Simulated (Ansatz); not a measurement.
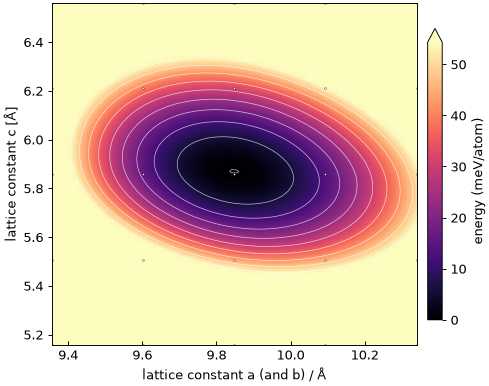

Ge (R-3, No. 148; 8 atoms in the cell). The energy is mapped over the lattice constants a and c of the conventional cell. The first coordinate is: lattice constant a (and b); the second: lattice constant c. Nothing is relaxed (fractional coordinates fixed). Grid: 5 × 5 points. Energies: meV/atom, counted from the lowest grid point. Level of theory: DFT PBEsol, scalar-relativistic, plane waves, PAW in Ansatz 0.2.0. Settings: cutoff 420 eV, k-mesh 9×9×9, gaussian smearing 0.15 eV, no spin polarisation.

Drawn: a smooth colour map with a few white contour lines, dots at the grid points, one colour for all values above the top of the scale. Between grid points the surface is interpolated.

Estimate the position of the minimum and the force constants in these coordinates.

The interpolated minimum is at lattice constant a (and b) ≈ 9.848 Å, lattice constant c ≈ 5.858 Å. The curvatures there are about 4 eV/Å² and 4.8 eV/Å², with a cross term of about 0.94 eV/Å² (per cell of 8 atoms). Round the minimum the valley is somewhat tilted: raising lattice constant a (and b) shifts the best value of lattice constant c downwards (coupling k₁₂/√(k₁₁k₂₂) about 0.2).

PAW datasets: the set soft_1.
